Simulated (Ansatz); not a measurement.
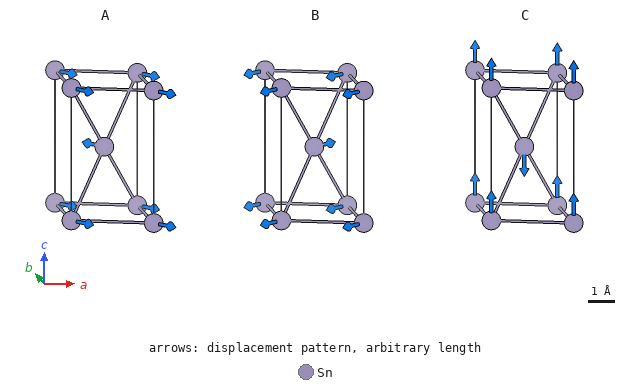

Three modes of solid Sn at the zone centre of a doubled cell, in no order. The blue arrows are the displacements of the atoms (eigenvector over the root of the mass), of arbitrary overall length and sign. Style: ball-and-stick. Shown: the cell of the calculation, slightly off an axis.

Level of theory: Ansatz 0.2.0, DFT PBEsol, scalar-relativistic, plane waves, PAW. Settings: plane-wave cutoff 420 eV; k-point mesh 20 × 20 × 12; occupations gaussian; smearing width 0.15 eV; no spin polarisation.

**Rank the modes by frequency, softest first.**

A (4i cm⁻¹), B (36 cm⁻¹), C (99 cm⁻¹). A, non-degenerate: All motion is along [1 −1 0] of the drawn cell; atoms of one kind move against one another, with no net shift of their sublattice. B, non-degenerate: All motion is along [1 1 0] of the drawn cell; atoms of one kind move against one another, with no net shift of their sublattice. C, non-degenerate: All motion is along c of the drawn cell; atoms of one kind move against one another, with no net shift of their sublattice. The crystal is metallic in this run.
